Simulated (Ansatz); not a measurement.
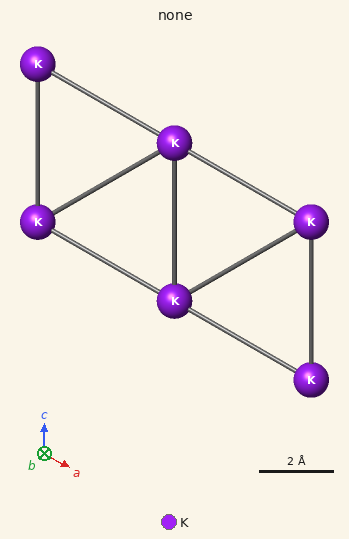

Crystalline K (set up in Im-3m), relaxed (cell and atoms) with several dispersion corrections. The picture shows the result with none. A ball-and-stick model of the cell of the calculation, repeated 2 × 1 × 1 with one cell outlined, seen along the b axis.

Computed with Ansatz 0.2.0: PBE, Ansatz PAW. (plane-wave cutoff 420 eV; k-point mesh 7 × 7 × 7; occupations fermi-dirac; smearing width 0.05 eV; no spin polarisation; cell and atoms relaxed; force threshold 0.01 eV/Å)

| dispersion correction | volume (Å³/atom) | a (Å) |
| --- | --- | --- |
| none | 73.250 | 4.565 |
| D3(BJ)-ATM | ? | ? |
| D3(BJ) | 69.014 | 4.476 |
| D4 | 70.053 | 4.498 |

Q: Fill in the missing row.

A: With D3(BJ)-ATM the volume falls between D3(BJ) (69.014) and D4 (70.053). The calculation gives 69.213 Å³/atom (a = 4.480 Å). In order of volume: D3(BJ) < D3(BJ)-ATM < D4 < none; the spread is 6.1 %.

Each member starts from this one structure; whether another phase lies lower wasn't checked.
